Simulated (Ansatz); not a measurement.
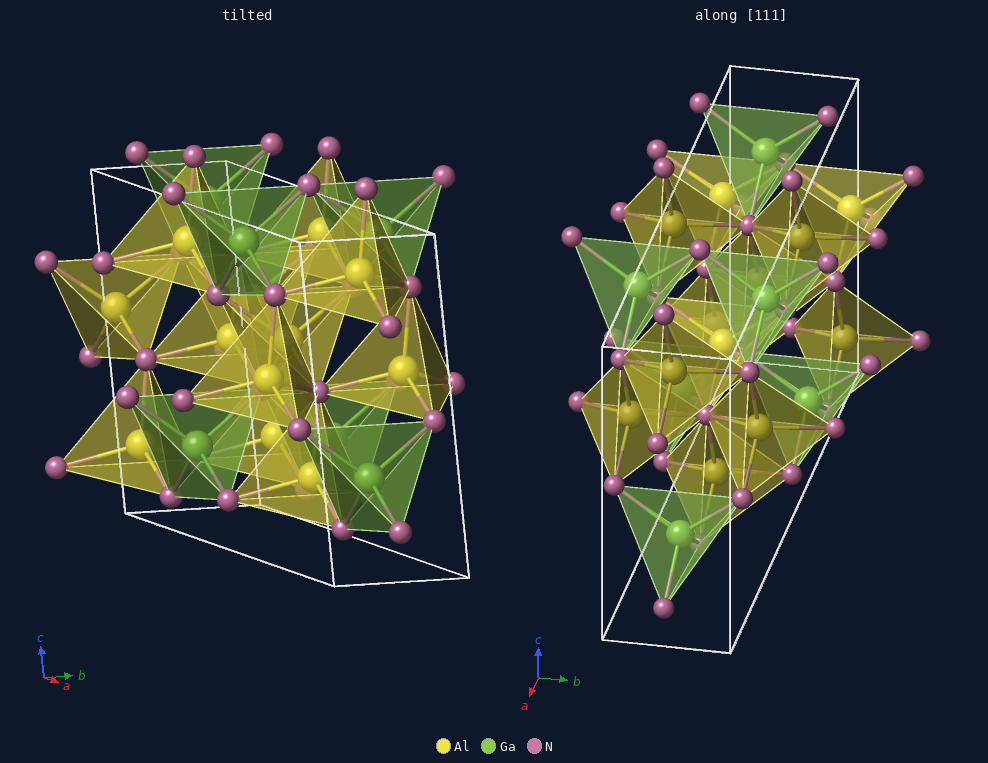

Shown here is a polyhedral view of the crystal, taken slightly off an axis and along [111]. Atoms at the boundary of the conventional unit cell (the box) are drawn once for each face, edge or corner they touch. Some neighbours outside the box are added.

- The formula is Al₂GaN₃.
- The atoms follow space group Cm (No. 8); the Bravais lattice is base-centred monoclinic.
- The cell holds 24 atoms (8 Al, 4 Ga, 12 N), Z = 4.
- The polyhedra are AlN4 tetrahedra and GaN4 tetrahedra; they share corners.
- Al bonds to four N in a tetrahedral arrangement. About every Ga there are four N in a tetrahedral arrangement.
- With all contacts inside bonding distance counted, the coordination numbers are N 4.
- The bonds build a three-dimensional framework.

The model was built from a structure listed in the Materials Project. The cell was then strained or its atoms displaced on purpose. The atoms were relaxed in a fixed cell with DFT PBEsol, scalar-relativistic, plane waves, PAW (Ansatz).

At this level of theory the cell isn't at rest (stretched, at -18 GPa), so its distances can differ from those at equilibrium, the more so the softer the solid.
